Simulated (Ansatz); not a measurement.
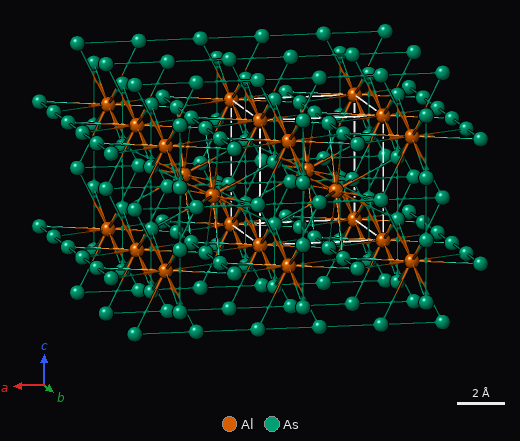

This is the input geometry for a relaxation of a crystal of AlAs₃ (a generated structure, set up in Pm-3n). A ball-and-stick model of the cell of the calculation, repeated 2 × 2 × 1 with one cell outlined, seen from a free direction.

The calculation used DFT PBE, scalar-relativistic, plane waves, PAW (Ansatz).

The input:
```yaml
crystal:
  lattice:
    - [5.43081776, 0.0, 0.0]
    - [0.0, 5.43081776, 0.0]
    - [0.0, 0.0, 5.43081776]
  atoms:
    - { symbol: Al, position: [0.5, 0.5, 0.5] }
    - { symbol: Al, position: [0.0, 0.0, 0.0] }
    - { symbol: As, position: [0.5, 0.25, 0.0] }
    - { symbol: As, position: [0.5, 0.75, 0.0] }
    - { symbol: As, position: [0.25, 0.0, 0.5] }
    - { symbol: As, position: [0.75, 0.0, 0.5] }
    - { symbol: As, position: [0.0, 0.5, 0.25] }
    - { symbol: As, position: [0.0, 0.5, 0.75] }
basis:
  ecutwfc: 420
kpoints:
  mp_grid: { grid: [8, 8, 8] }
hamiltonian:
  xc: pbe
scf:
  occupations: { method: gaussian, width: 0.1 }
output:
  forces: true
  stress: true
  eigenvalues: true
  write_density: true
  write_potential: true
  elf: true
  volumetric_format: npy
relax:
  adjacent_minimum: "off"
  f_tol: 0.01
  max_steps: 80
  cell: { stress_tol: 0.05 }
```

Launched with:
```bash
ansatz run input.yaml --threads 1 --pin off --max-ram 2560MiB --backend cpu --events-out ev --progress --plain --runs-dir out
```

Q: Predict the outcome.

A: The atoms keep their places relative to the cell (all moves are under 0.005 Å). The volume changes by −5.8 %, with a = b = c 5.431 → 5.323 Å (−2.0 %). Among the contacts that change: Al1–As3 3.036 → 2.976 Å, As3–As4 2.715 → 2.661 Å. The space group stays Pm-3n (No. 223). Over 3 accepted moves (4 points after the start) the energy falls by 0.125 eV per cell of the calculation. All forces vanish by symmetry, so only the cell relaxes. Pressure: −4.02 GPa at the start and −0.03 GPa at the end. At 1 point the geometry stayed and the basis and grid were re-selected for the new cell (energy shift of 1.4 meV per cell of the calculation at most each time).

Final geometry:

```xyz
8
Lattice="5.3228 0.0000 0.0000 0.0000 5.3228 0.0000 0.0000 0.0000 5.3228" Properties=species:S:1:pos:R:3 pbc="T T T"
Al    2.6614    2.6614    2.6614
Al    5.3228    5.3228    5.3228
As    2.6614    1.3307    5.3228
As    2.6614    3.9921    5.3228
As    1.3307    5.3228    2.6614
As    3.9921    5.3228    2.6614
As    5.3228    2.6614    1.3307
As    5.3228    2.6614    3.9921
```

The end point in the same view:

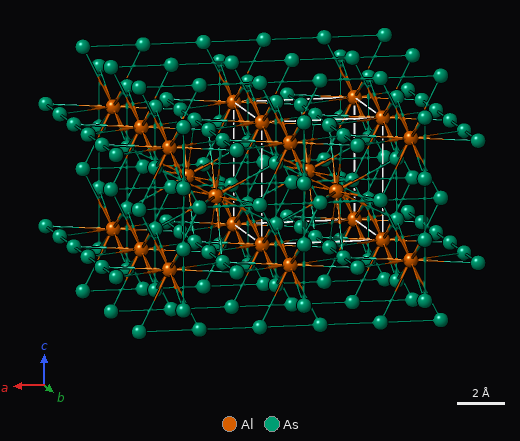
